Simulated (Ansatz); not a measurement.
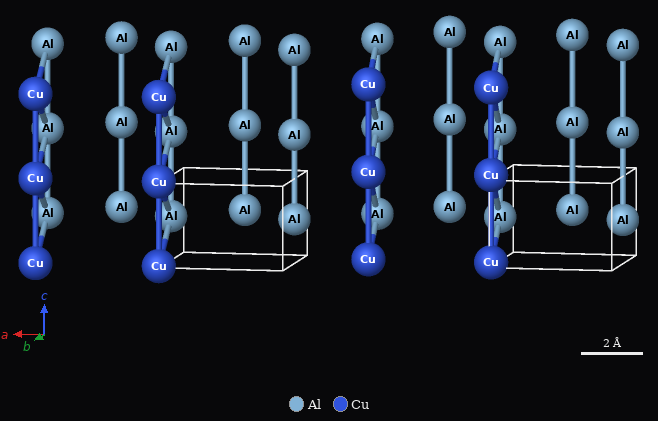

Two geometries of crystalline Al2Cu (set up in P1), drawn at one scale. One is the start of a relaxation, the other its converged end. Style: ball-and-stick. Shown: the cell of the calculation, repeated 2 × 1 × 3 with one cell outlined, from a free direction.

Theory: DFT r2SCAN, scalar-relativistic, plane waves, PAW in Ansatz 0.2.0. Set-up: plane-wave cutoff 500 eV; k-point mesh 6 × 6 × 8; occupations gaussian; smearing width 0.1 eV; no spin polarisation; cell and atoms relaxed; force threshold 0.005 eV/Å; at most 100 steps.

Q: Which geometry has the lower energy?

A: The left one is the relaxed one. Case: cure: more steps. The energy falls by 0.247 eV per cell of the calculation in 4 accepted moves (5 points after the start). The largest force component goes from 1.3 to 0.00012 eV/Å. The pressure goes from 0.31 to 0.00 GPa. At 1 point the geometry stayed and the basis and grid were re-selected for the new cell (energy shift of 0.1 meV per cell of the calculation at most each time). The largest move relative to the cell is that of the Cu atom, 0.16 Å along [1 2 −3]. By element the largest moves are Cu 0.16 Å, Al 0.09 Å. Cell: a 4.105 → 4.129 Å (+0.6 %), b 4.105 → 4.128 Å (+0.6 %), c 2.891 → 2.798 Å (−3.2 %). Volume −2.1 %. Some distances before and after: Al–Cu 2.748 → 2.494 Å, Al–Cu 2.276 → 2.494 Å, Al–Cu 2.696 → 2.494 Å, Al–Cu 2.337 → 2.494 Å. Among the angles between lasting bonds that change: Cu–Al–Cu 168.7° → 180.0°, Cu–Al–Cu 103.2° → 111.7°, Cu–Al–Cu 172.1° → 180.0°. The space group (tolerance 0.01 Å) goes from P1 (No. 1) to P4/mmm (No. 123). The run took 100 s on 1 thread of Intel(R) Xeon(R) Platinum 8375C CPU @ 2.90GHz (Ice Lake) (shared host), peak memory 0.64 GiB.
